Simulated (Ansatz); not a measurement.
Geometry relaxation of GaAs (part 2 of 3)

The same run, continued: GaAs (F-43m, 2 atoms in the cell); DFT r2SCAN, scalar-relativistic, plane waves, PAW, no spin polarisation (Ansatz 0.2.0); cutoff 500 eV, 8×8×8 k-mesh, fixed occupations. It belongs to a series of runs on one base structure; here: elastic and piezoelectric constants, atoms relaxed.

Geometry of the input (Å; fractional positions):
```
0.0000  2.8259  2.8259
2.8259  0.0000  2.8259
2.8259  2.8259  0.0000
Ga 0.0000  0.0000  0.0000
As 0.2500  0.2500  0.2500
```

Output, continued:
```
SCF iter   1: F=—  HF=-8655.753951 eV  |F-HF|=—  |Δ(HF+E_count)|=         —  Δρ=2.63e-3  dr2=1.11e-3  dr2_τ=6.41e-6  ethr=4.12e-6  ⟨swp⟩=2.0  Hψ=10665  notcnv=0  defer=190
SCF iter   2: F=—  HF=-8655.753734 eV  |F-HF|=—  |Δ(HF+E_count)|=   2.16e-4  Δρ=1.19e-3  dr2=1.68e-4  dr2_τ=9.56e-7  ethr=3.95e-6  ⟨swp⟩=2.0  Hψ=2261  notcnv=0  defer=189
SCF iter   3: F=—  HF=-8655.753747 eV  |F-HF|=—  |Δ(HF+E_count)|=   1.27e-5  Δρ=1.26e-4  dr2=1.33e-6  dr2_τ=7.61e-8  ethr=6.00e-7  ⟨swp⟩=2.0  Hψ=2298  notcnv=0  defer=137
SCF iter   4: F=—  HF=-8655.753749 eV  |F-HF|=—  |Δ(HF+E_count)|=   1.76e-6  Δρ=1.75e-5  dr2=6.57e-8  dr2_τ=1.48e-9  ethr=4.73e-9  ⟨swp⟩=2.0  Hψ=3040  notcnv=0
SCF iter   5: F=—  HF=-8655.753749 eV  |F-HF|=—  |Δ(HF+E_count)|=   1.44e-7  Δρ=4.86e-6  dr2=1.33e-8  dr2_τ=3.15e-10  ethr=2.35e-10  ⟨swp⟩=2.0  Hψ=3040  notcnv=0
SCF iter   6: F=—  HF=-8655.753749 eV  |F-HF|=—  |Δ(HF+E_count)|=   7.78e-9  Δρ=1.31e-6  dr2=5.96e-10  dr2_τ=1.43e-11  ethr=4.74e-11  ⟨swp⟩=2.0  Hψ=3040  notcnv=0
SCF iter   7: F=—  HF=-8655.753749 eV  |F-HF|=—  |Δ(HF+E_count)|=  2.09e-10  Δρ=5.10e-7  dr2=5.70e-11  dr2_τ=1.35e-12  ethr=2.13e-12  ⟨swp⟩=2.0  Hψ=2565  notcnv=0
SCF iter   8: F=—  HF=-8655.753749 eV  |F-HF|=—  |Δ(HF+E_count)|=    0.00e0  Δρ=1.38e-7  dr2=3.47e-12  dr2_τ=1.19e-13  ethr=2.03e-13 (applied; sched 1.00e-12)  ⟨swp⟩=2.0  Hψ=2561  notcnv=0
SCF iter   9: F=-8655.753749 eV  HF=-8655.753749 eV  |F-HF|=3.64e-12  |Δ(HF+E_count)|=  1.82e-12  Δρ=2.05e-8  dr2=8.80e-14  dr2_τ=2.50e-15  ethr=1.00e-12  ⟨swp⟩=3.0  Hψ=7191  notcnv=0
SCF 9 converged in 9 iterations: F = -8655.753749 eV  dr2 = 8.80e-14
relax step   1: F+E_penalty+E_count = -8655.75374899 eV  Δ(F+E_penalty+E_count) = +0.000e0 eV  max|allowed force component| = 1.438e-2 eV/Å  Δτ_max = 0.0000 Å  (9 SCF iters, accepted)
iter 1 solved again at ethr=3.93e-9 eV; its pass at ethr=3.10e-3 eV (dr2=1.10e-6 eV) is discarded
SCF iter   1: F=—  HF=-8655.753755 eV  |F-HF|=—  |Δ(HF+E_count)|=         —  Δρ=7.79e-5  dr2=1.07e-6  dr2_τ=2.70e-6  ethr=3.93e-9  ⟨swp⟩=2.0  Hψ=7440  notcnv=0
SCF iter   2: F=—  HF=-8655.753759 eV  |F-HF|=—  |Δ(HF+E_count)|=   4.06e-6  Δρ=3.64e-5  dr2=2.30e-7  dr2_τ=3.57e-9  ethr=3.83e-9  ⟨swp⟩=2.0  Hψ=2564  notcnv=0
SCF iter   3: F=—  HF=-8655.753759 eV  |F-HF|=—  |Δ(HF+E_count)|=   6.24e-8  Δρ=1.37e-5  dr2=2.94e-8  dr2_τ=2.73e-10  ethr=8.23e-10  ⟨swp⟩=1.1  Hψ=1725  notcnv=0
SCF iter   4: F=—  HF=-8655.753759 eV  |F-HF|=—  |Δ(HF+E_count)|=   2.12e-8  Δρ=1.10e-6  dr2=2.63e-10  dr2_τ=7.22e-12  ethr=1.05e-10  ⟨swp⟩=3.0  Hψ=2565  notcnv=0
SCF iter   5: F=—  HF=-8655.753759 eV  |F-HF|=—  |Δ(HF+E_count)|=  2.46e-10  Δρ=2.15e-7  dr2=2.43e-11  dr2_τ=5.17e-13  ethr=9.39e-13 (applied; sched 1.00e-12)  ⟨swp⟩=2.8  Hψ=2536  notcnv=0
SCF iter   6: F=—  HF=-8655.753759 eV  |F-HF|=—  |Δ(HF+E_count)|=  5.46e-12  Δρ=8.30e-8  dr2=3.52e-12  dr2_τ=4.00e-14  ethr=8.69e-14 (applied; sched 1.00e-12)  ⟨swp⟩=2.0  Hψ=2996  notcnv=0
SCF iter   7: F=—  HF=-8655.753759 eV  |F-HF|=—  |Δ(HF+E_count)|=  1.82e-12  Δρ=2.55e-8  dr2=3.26e-13  dr2_τ=4.69e-15  ethr=1.26e-14 (applied; sched 1.00e-12)  ⟨swp⟩=2.0  Hψ=2575  notcnv=0
SCF iter   8: F=-8655.753759 eV  HF=-8655.753759 eV  |F-HF|=1.82e-12  |Δ(HF+E_count)|=  1.82e-12  Δρ=7.62e-9  dr2=2.62e-14  dr2_τ=1.96e-16  ethr=1.00e-12  ⟨swp⟩=4.0  Hψ=5645  notcnv=0
SCF 10 converged in 8 iterations: F = -8655.753759 eV  dr2 = 2.62e-14
relax step   2: F+E_penalty+E_count = -8655.75375941 eV  Δ(F+E_penalty+E_count) = -1.042e-5 eV  max|allowed force component| = 2.856e-3 eV/Å  Δτ_max = 0.0006 Å  (8 SCF iters, accepted)
SCF iter   1: F=—  HF=-8655.753760 eV  |F-HF|=—  |Δ(HF+E_count)|=         —  Δρ=1.94e-5  dr2=6.62e-8  dr2_τ=1.66e-7  ethr=2.36e-9  ⟨swp⟩=4.0  Hψ=5618  notcnv=0  defer=105
SCF iter   2: F=—  HF=-8655.753760 eV  |F-HF|=—  |Δ(HF+E_count)|=   2.50e-7  Δρ=9.02e-6  dr2=1.42e-8  dr2_τ=2.22e-10  ethr=2.36e-10  ⟨swp⟩=2.0  Hψ=3325  notcnv=0  defer=110
SCF iter   3: F=—  HF=-8655.753760 eV  |F-HF|=—  |Δ(HF+E_count)|=   3.83e-9  Δρ=3.39e-6  dr2=1.81e-9  dr2_τ=1.69e-11  ethr=5.06e-11  ⟨swp⟩=1.2  Hψ=1768  notcnv=0  defer=113
SCF iter   4: F=—  HF=-8655.753760 eV  |F-HF|=—  |Δ(HF+E_count)|=   1.30e-9  Δρ=2.69e-7  dr2=1.55e-11  dr2_τ=4.28e-13  ethr=6.48e-12  ⟨swp⟩=3.0  Hψ=2565  notcnv=0  defer=114
SCF iter   5: F=—  HF=-8655.753760 eV  |F-HF|=—  |Δ(HF+E_count)|=  1.46e-11  Δρ=4.94e-8  dr2=1.19e-12  dr2_τ=2.69e-14  ethr=5.54e-14 (applied; sched 1.00e-12)  ⟨swp⟩=3.0  Hψ=2565  notcnv=0  defer=114
SCF iter   6: F=—  HF=-8655.753760 eV  |F-HF|=—  |Δ(HF+E_count)|=  3.64e-12  Δρ=1.63e-8  dr2=1.49e-13  dr2_τ=1.95e-15  ethr=1.00e-12  ⟨swp⟩=5.0  Hψ=6287  notcnv=0
SCF iter   7: F=-8655.753760 eV  HF=-8655.753760 eV  |F-HF|=1.82e-12  |Δ(HF+E_count)|=    0.00e0  Δρ=6.17e-9  dr2=1.87e-14  dr2_τ=2.31e-16  ethr=1.00e-12  ⟨swp⟩=4.0  Hψ=5789  notcnv=0
SCF 11 converged in 7 iterations: F = -8655.753760 eV  dr2 = 1.87e-14
relax step   3: F+E_penalty+E_count = -8655.75375983 eV  Δ(F+E_penalty+E_count) = -4.282e-7 eV  max|allowed force component| = 3.741e-8 eV/Å  Δτ_max = 0.0001 Å  (7 SCF iters, accepted)
iter 1 solved again at ethr=1.00e-12 eV; its pass at ethr=3.10e-3 eV (dr2=7.81e-14 eV) is discarded
SCF iter   1: F=—  HF=-8655.753760 eV  |F-HF|=—  |Δ(HF+E_count)|=         —  Δρ=6.16e-9  dr2=1.88e-14  dr2_τ=2.33e-16  ethr=1.00e-12  ⟨swp⟩=2.3  Hψ=7797  notcnv=0
SCF iter   2: F=-8655.753760 eV  HF=-8655.753760 eV  |F-HF|=0.00e0  |Δ(HF+E_count)|=    0.00e0  Δρ=2.30e-9  dr2=2.14e-15  dr2_τ=7.19e-17  ethr=1.00e-12  ⟨swp⟩=4.1  Hψ=5653  notcnv=0
SCF 12 converged in 2 iterations: F = -8655.753760 eV  dr2 = 2.14e-15
```

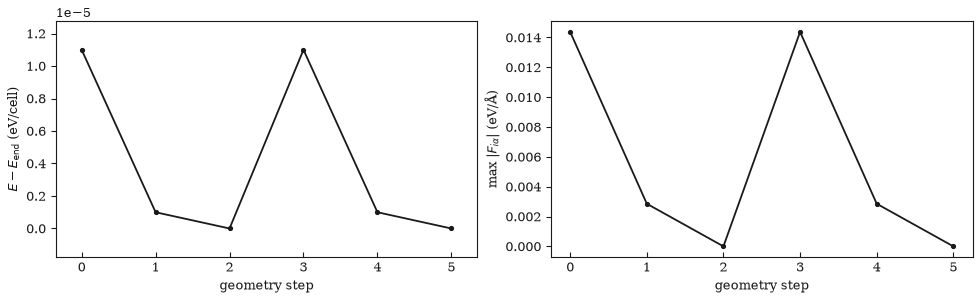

Progress of the relaxation, step by step (the first geometry is step 0 here and step 1 in the log). After 5 geometry steps the energy has fallen by next to nothing (0.0 meV per cell of the calculation). The largest force component goes from 0.014 to under 0.0001 eV/Å. No atom moves by more than 0.005 Å. The cell stays as it was. Among the contacts that change: Ga1–As2 2.449 → 2.445 Å. The space group stays F-43m (No. 216). (Atoms are counted from 1 in the order of the input.)

```
NSCF: frozen V_eff on 98 k-points
NSCF: frozen V_eff on 32 k-points
SCF converged after 2 iterations
Free energy (F): -8655.753797 eV
Harris-Foulkes:  -8655.753797 eV  (|F-HF|=3.64e-12)
Internal energy: -8655.753797 eV  (E = F + TS)
E sigma→0 (E₀):  -8655.753797 eV
Fermi energy:    7.951811 eV
--- Per-component energies (eV) ---
  E_band       = -330.763517
  E_kinetic    = 218.649851
  E_local      = -3917.765118  (includes V_loc(G=0)·N_el)
  E_nonlocal   = -242.902294
  E_hartree    = 1976.659802
  E_xc         = -136.664934
  E_vxc        = -143.992485  (∫ρ·V_xc dr)
  E_paw        = -3851.985553  (= ΣΔE_a)
  E_vpaw       = -205.589227  (= ΣTr[D̂ρ^β])
  E_aug_tail   = -0.000040  (compensation charges beyond the density's cutoff)
  E_vtau       = 7.516192  (kinetic-family band-sum trace: ∫τ·v_τ [+ j·A + Jᵃ·Aᵃ] dr)
  E_ewald      = -2699.635034
  E_core_change = -2.110478  (= ΣΔE_core)
  E_smearing   = -0.000000  (= −TS)
  E_closure    = 0.000000  (closes the sum)
  Σ components = -8655.753797   (vs F -8655.753797, Δ=0.00e0)
--- Forces (eV/Å), atoms counted from 1 ---
  atom   1  Ga     0.00000000     0.00000000    -0.00000000
  atom   2  As    -0.00000000    -0.00000000     0.00000000
  max |Σ_I F_I| component: 2.47e-16 eV/Å
--- Stress (GPa, compression-positive) ---
        0.573743       0.000000      -0.000000
       -0.000000       0.573743       0.000000
       -0.000000       0.000000       0.573743
  P = ⅓ Tr σ = 0.5737 GPa (5.737 kbar)
--- Band table (eV; the first three rows and the last of 29) ---
  k-point 0: bands = ["-27.8375", "-27.8375", "-27.8375", "-27.8249", "-27.8249", "-7.2808", "-7.2808", "-7.2808", "-7.1914", "-7.1914", "-5.2639", "7.9518", "7.9518", "7.9518", "8.9757", "12.0018", "12.0018", "12.0018"]
  k-point 1: bands = ["-27.8374", "-27.8373", "-27.8373", "-27.8248", "-27.8248", "-7.2964", "-7.2769", "-7.2769", "-7.1916", "-7.1916", "-5.0709", "6.0449", "7.7090", "7.7090", "9.9470", "12.3635", "12.3635", "12.5313"]
  k-point 2: bands = ["-27.8373", "-27.8370", "-27.8370", "-27.8247", "-27.8247", "-7.3300", "-7.2685", "-7.2685", "-7.1911", "-7.1911", "-4.5337", "3.7608", "7.2502", "7.2502", "9.7910", "12.9059", "12.9059", "14.4234"]
  k-point 28: bands = ["-27.8371", "-27.8367", "-27.8354", "-27.8250", "-27.8241", "-7.3915", "-7.2455", "-7.2323", "-7.2030", "-7.1874", "-2.5715", "1.1589", "4.3045", "4.5128", "12.9903", "13.0226", "13.8736", "14.4449"]
--- Elastic constants: 2 strain directions × 2 members + reference (group order 24) ---
  dense FFT box of the reference and of every strained cell: 30×30×30
  strains applied: 11, 23; error gains: componentwise 1.00 (the most a stress slope's error grows in a printed constant), spectral 1.73 (1 for all six strains in a standard setting)
  C = ∂σ_k/∂η_j (tension-positive GPa; Voigt order 11 22 33 23 13 12):
       120.191     52.546     52.546      0.000      0.000      0.000
        52.546    120.191     52.546      0.000      0.000     -0.000
        52.546     52.546    120.191      0.000     -0.000      0.000
         0.000     -0.000     -0.000     61.119      0.000     -0.000
        -0.000     -0.000     -0.000     -0.000     61.119     -0.000
        -0.000      0.000     -0.000      0.000     -0.000     61.119
  reference stress σ⁰ (GPa):     -0.574     -0.574     -0.574     -0.000      0.000      0.000
  C* (energy form; C + prestress term) asymmetry max|C*_kj − C*_jk| = 2.842e-14 GPa — a small one proves nothing (zero by symmetry where the batch's group is 432, −43m or m−3m); a large one is finite-difference/SCF noise where every solve meets its electron count
  moduli (Voigt/Reuss/Hill, GPa): K = 75.09/75.09/75.09   G = 50.20/46.20/48.20   E = 119.12   ν = 0.236
  mechanically stable: yes (min eigenvalue of sym C = 61.12 GPa)
  e, the proper piezoelectric tensor (elastic.mode: relaxed_ion; C/m²; rows x y z; Voigt order 11 22 33 23 13 12):
       0.00000   -0.00000   -0.00000   -0.22793   -0.00000   -0.00000
      -0.00000   -0.00000   -0.00000   -0.00000   -0.22793   -0.00000
       0.00000   -0.00000    0.00000    0.00000   -0.00000   -0.22793
  ±, each entry's uncertainty from the finite density of the strings (C/m²), an estimate: the size of the correction for it that the entry includes:
       0.00000    0.00000    0.00000    0.00644    0.00000    0.00000
       0.00000    0.00000    0.00000    0.00000    0.00644    0.00000
       0.00000    0.00000    0.00000    0.00000    0.00000    0.00644
  the group's symmetry takes up to 2.6e-8 C/m² out of the measured responses: error of the strings' finite density and of the mesh across them, as far as it breaks the symmetry (raise kpoints.mp_grid and any string_points); the largest step of a string from the reference is 0.003 rad
  strain η (Voigt 11):  stress-route row diagonal C_11 = 120.19 GPa, energy-path curvature d²(F+E_count+ΔE)/dδ²/Ω₀ = 120.39 GPa
         δ    σ_11 (GPa)             F (eV)   n_scf  n_hpsi   n_pw
    -2.000e-3      -0.8147       -8655.7533995       9   23332   1162   relax 0 steps, max|allowed force component| 2.76e-17 eV/Å
     2.000e-3      -0.3339       -8655.7540546       9   23601   1162   relax 0 steps, max|allowed force component| 2.78e-17 eV/Å
  strain η (Voigt 23):  stress-route row diagonal C_44 = 61.12 GPa, energy-path curvature d²(F+E_count+ΔE)/dδ²/Ω₀ = 61.57 GPa
         δ    σ_23 (GPa)             F (eV)   n_scf  n_hpsi   n_pw
    -2.000e-3      -0.1222       -8655.7537598       2   14453   1162   relax 3 steps, max|allowed force component| 3.19e-8 eV/Å
     2.000e-3       0.1222       -8655.7537598       2   14439   1162   relax 3 steps, max|allowed force component| 3.74e-8 eV/Å
--- Formal polarisation (Berry phase): one branch of a lattice of values; only differences between neighbouring runs are physical ---
  axis  mesh            electronic          ionic      p = total  spread (rad)  least overlap  resolved gap  δp at fixed H ≤   (phases in cycles; p mod 1; gap in eV; gap and δp judge the states as solved, not the mesh's step, its correction or the SCF's stop)
  b1    8×8×8          -0.50000000     3.75000000     3.25000000      0.268809         0.7621        1.0239           6.4e-6
  b2    8×8×8          -0.50000000     3.75000000     3.25000000      0.268809         0.7621        1.0239           6.4e-6
  b3    8×8×8          -0.50000000     3.75000000     3.25000000      0.268809         0.7621        1.0239           6.4e-6
  quantum along a1:   0.08854650 e/Å² =   141.867141 µC/cm²
  quantum along a2:   0.08854650 e/Å² =   141.867141 µC/cm²
  quantum along a3:   0.08854650 e/Å² =   141.867141 µC/cm²
  P = (  0.40697692,   0.40697692,   0.40697692) e/Å² = (  652.048914,   652.048914,   652.048914) µC/cm²  (mod the quanta)
```

File elastic.tsv:
```
# convention: tension-positive GPa; Voigt order 11 22 33 23 13 12; engineering shear strains; stresses and constants hold the Pulay correction, whose part of sigma0, of c and of each member's stress the lines and columns named pulay_correction_..._gpa give (of c_energy it is that of c and, on the columns of strains 1 to 3, that of sigma0; of a layer's constants it is that of c in the plane, times a tenth of its plane spacing in ang); where a line pulay_correction_withheld stands none holds it
# sigma0_gpa = -5.7374292521e-1 -5.7374292521e-1 -5.7374292521e-1 -1.0190889205e-15 4.0531945703e-16 1.3896667098e-16
# pulay_correction_sigma0_gpa = -3.9344768965e-2 -3.9344768965e-2 -3.9344768965e-2 1.2722778715e-20 -7.0682103975e-21 -0.0000000000e0
# c_energy_asymmetry_gpa = 2.8421709430e-14
# group_order = 24
# error_gain_componentwise = 1.0000000000e0	error_gain_spectral = 1.7320508076e0
# k_voigt_gpa = 7.5094345986e1	k_reuss_gpa = 7.5094345986e1	k_hill_gpa = 7.5094345986e1
# g_voigt_gpa = 5.0200534957e1	g_reuss_gpa = 4.6203788850e1	g_hill_gpa = 4.8202161903e1
# youngs_gpa = 1.1911938352e2	poisson = 2.3562283117e-1
# min_eigenvalue_gpa = 6.1119008861e1	stable = true
# piezoelectric_x_c_per_m2 = 9.8012722016e-55 -6.6264472477e-24 -6.6264472477e-24 -2.2792806714e-1 -1.0353823824e-25 -6.7299854859e-25
# piezoelectric_y_c_per_m2 = -5.4467512841e-25 -9.5882808068e-25 -1.6566118123e-24 -4.6592207210e-25 -2.2792806714e-1 -1.1596282685e-23
# piezoelectric_z_c_per_m2 = 2.3733482813e-24 -2.3733482813e-24 4.1415295298e-25 1.0353823824e-25 -1.1492744445e-23 -2.2792806714e-1
# piezoelectric_strings_term_x_c_per_m2 = 5.1386894000e-49 -3.4741667746e-18 -3.4741667746e-18 -6.4440300878e-3 8.2830590596e-25 8.2830590596e-25
# piezoelectric_strings_term_y_c_per_m2 = -4.3427037795e-19 4.3427131569e-19 4.3427084682e-19 -8.2830590596e-25 -6.4440300878e-3 -7.0366479390e-18
# piezoelectric_strings_term_z_c_per_m2 = 4.3427181141e-19 -4.3427181141e-19 4.3427084682e-19 -8.8183686192e-51 -7.0366479390e-18 -6.4440300878e-3
# piezoelectric_unresolved_by_strings =
# piezoelectric_mode = relaxed_ion
# piezoelectric_residual_c_per_m2 = 2.6387861492e-8	largest_string_step_rad = 2.6882833865e-3	self_consistent = true
# k	c_k1_gpa	c_k2_gpa	c_k3_gpa	c_k4_gpa	c_k5_gpa	c_k6_gpa	c_energy_k1_gpa	c_energy_k2_gpa	c_energy_k3_gpa	c_energy_k4_gpa	c_energy_k5_gpa	c_energy_k6_gpa	pulay_correction_c_k1_gpa	pulay_correction_c_k2_gpa	pulay_correction_c_k3_gpa	pulay_correction_c_k4_gpa	pulay_correction_c_k5_gpa	pulay_correction_c_k6_gpa
1	1.2019144479e2	5.2545796586e1	5.2545796586e1	2.6469779602e-23	3.3087224502e-24	3.3087224502e-24	1.1961770186e2	5.1972053661e1	5.1972053661e1	2.6469779602e-23	3.3087224502e-24	3.3087224502e-24	7.1240556451e-2	6.5987615310e-2	6.5987615310e-2	3.3087224502e-24	0.0000000000e0	-8.5857979787e-41
2	5.2545796586e1	1.2019144479e2	5.2545796586e1	1.9852334701e-23	1.6543612251e-24	-3.3087224502e-24	5.1972053661e1	1.1961770186e2	5.1972053661e1	1.9852334701e-23	1.6543612251e-24	-3.3087224502e-24	6.5987615310e-2	7.1240556451e-2	6.5987615310e-2	3.3087224502e-24	0.0000000000e0	-8.9065660905e-41
3	5.2545796586e1	5.2545796586e1	1.2019144479e2	1.9852334701e-23	-3.3087224502e-24	1.6543612251e-24	5.1972053661e1	5.1972053661e1	1.1961770186e2	1.9852334701e-23	-3.3087224502e-24	1.6543612251e-24	6.5987615310e-2	6.5987615310e-2	7.1240556451e-2	3.3087224502e-24	0.0000000000e0	-8.5857990485e-41
4	2.8025969286e-45	-2.0726804532e-76	-2.0726804532e-76	6.1119008861e1	6.3108872418e-30	-5.0487097934e-29	-1.0190889205e-15	-1.0190889205e-15	-1.0190889205e-15	6.1119008861e1	6.3108872418e-30	-5.0487097934e-29	4.8148248610e-35	2.4074124305e-34	2.4074124305e-34	1.3480862923e-2	-3.4512664603e-31	4.9303806576e-32
5	-5.5417478592e-29	-5.5611515762e-29	-2.9502832540e-31	-3.1554436209e-30	6.1119008861e1	-3.8312096600e-25	4.0531945703e-16	4.0531945703e-16	4.0531945703e-16	-3.1554436209e-30	6.1119008861e1	-3.8312096600e-25	1.1074097180e-33	8.6679114560e-34	2.4104791961e-35	2.9582283946e-31	1.3480862923e-2	4.7556086831e-24
6	-2.1311776153e-29	2.0522915248e-29	-5.6051938573e-45	1.2621774484e-29	-3.8307085558e-25	6.1119008861e1	1.3896667098e-16	1.3896667098e-16	1.3896667098e-16	1.2621774484e-29	-3.8307085558e-25	6.1119008861e1	-2.4247624977e-31	2.4247624968e-31	-4.3790577010e-47	7.5111267831e-33	4.7556087240e-24	1.3480862923e-2
```

Trajectory as extended XYZ (Å, eV, eV/Å), 6 frames, from step=1 to step=3:
```
2
Lattice="0.0000 2.8259 2.8259 2.8259 0.0000 2.8259 2.8259 2.8259 0.0000" Properties=species:S:1:pos:R:3:forces:R:3 step=1 energy=-8655.75375
Ga    0.0000    0.0000    0.0000   -0.0144   0.0000   0.0000
As    1.4129    1.4115    1.4115    0.0144   0.0000   0.0000
2
Lattice="0.0000 2.8259 2.8259 2.8259 0.0000 2.8259 2.8259 2.8259 0.0000" Properties=species:S:1:pos:R:3:forces:R:3 step=2 energy=-8655.75376
Ga   -0.0006    0.0000    0.0000   -0.0029   0.0000   0.0000
As    1.4136    1.4115    1.4115    0.0029   0.0000   0.0000
2
Lattice="0.0000 2.8259 2.8259 2.8259 0.0000 2.8259 2.8259 2.8259 0.0000" Properties=species:S:1:pos:R:3:forces:R:3 step=3 energy=-8655.75376
Ga   -0.0008    0.0000    0.0000    0.0000   0.0000   0.0000
As    1.4137    1.4115    1.4115    0.0000   0.0000   0.0000
2
Lattice="0.0000 2.8259 2.8259 2.8259 0.0000 2.8259 2.8259 2.8259 0.0000" Properties=species:S:1:pos:R:3:forces:R:3 step=1 energy=-8655.75375
Ga    0.0000    0.0000    0.0000    0.0144   0.0000   0.0000
As    1.4129    1.4144    1.4144   -0.0144   0.0000   0.0000
2
Lattice="0.0000 2.8259 2.8259 2.8259 0.0000 2.8259 2.8259 2.8259 0.0000" Properties=species:S:1:pos:R:3:forces:R:3 step=2 energy=-8655.75376
Ga    0.0006    0.0000    0.0000    0.0029   0.0000   0.0000
As    1.4123    1.4144    1.4144   -0.0029   0.0000   0.0000
```
